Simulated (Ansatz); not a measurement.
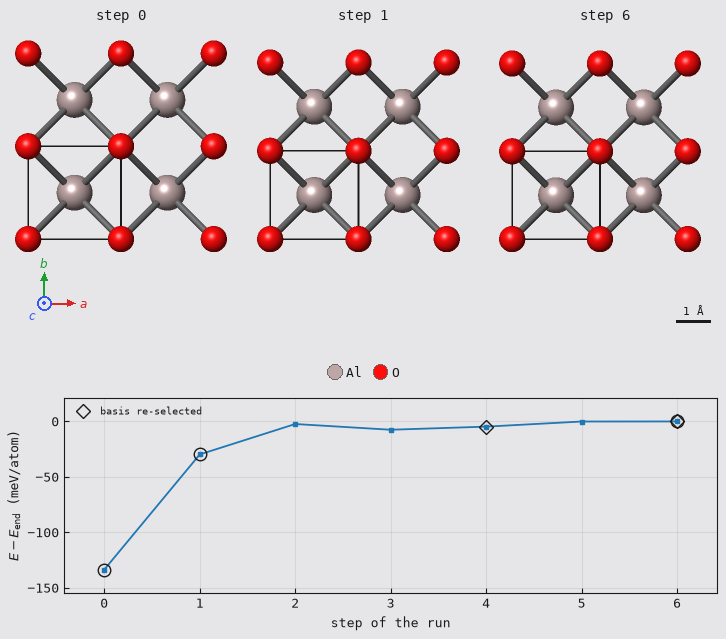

Frames of a relaxation of crystalline AlO (a generated structure, set up in Pm-3m), marked on the history of the run. A ball-and-stick model of the cell of the calculation, repeated 2 × 2 × 1 with one cell outlined, seen along the c axis.

The run lets cell and atoms move.

Theory: Kohn-Sham DFT of a periodic cell, PBE, Ansatz PAW (Ansatz).

Input
```yaml
crystal:
  lattice:
    - [2.76919, 0.0, 0.0]
    - [0.0, 2.76919, 0.0]
    - [0.0, 0.0, 2.76919]
  atoms:
    - { symbol: Al, position: [0.5, 0.5, 0.5] }
    - { symbol: O, position: [0.0, 0.0, 0.0] }
hamiltonian:
  xc: pbe
  pseudopotentials: { kind: paw }
kpoints:
  mp_grid: { grid: [10, 10, 10] }
scf:
  occupations: { method: fermi_dirac, width: 0.05 }
output:
  forces: true
  stress: true
  eigenvalues: true
  write_density: true
  write_potential: true
  elf: true
  volumetric_format: npy
relax:
  f_tol: 0.01
  max_steps: 40
  cell: { stress_tol: 0.05, p_target: 30.0 }
```

Command:
```bash
ansatz run input.yaml --threads 2 --pin off --max-ram 5632MiB --backend cpu --events-out ev --progress --plain --runs-dir out
```

Question: What happens along the run?

Answer: Over 4 accepted moves (6 points after the start) the energy rises by 134 meV per atom. With the target pressure of 30 GPa, the enthalpy E + pV changes by −172 meV per atom. All forces vanish by symmetry, so only the cell relaxes. The pressure goes from 0.01 to 30.00 GPa. The SCF was repeated twice at an unchanged geometry on a basis and grid sized afresh for the cell, which shifted the energy by 2.8 meV per atom at most. No atom moves by more than 0.005 Å relative to the cell. Cell: a = b = c 2.769 → 2.619 Å (−5.4 %). Volume −15.4 %. Among the contacts that change: Al–O 2.398 → 2.268 Å. The space group stays Pm-3m (No. 221). From step 0 to 1: volume −13.9 %, energy +104 meV per atom. From step 1 to 6: volume −1.7 %, energy +29.7 meV per atom.

```
step  E − E(0), meV/atom  pressure, GPa  volume, Å³/atom                      note
   0                0.00           0.01           10.618                          
   1              103.79          26.65            9.139                          
   2              131.20          30.74            8.982                          
   3              126.04          29.99            9.010                          
   4              128.84          29.32            9.010  same geometry, new basis
   5              133.45          30.01            8.985                          
   6              133.51          30.00            8.985  same geometry, new basis
```
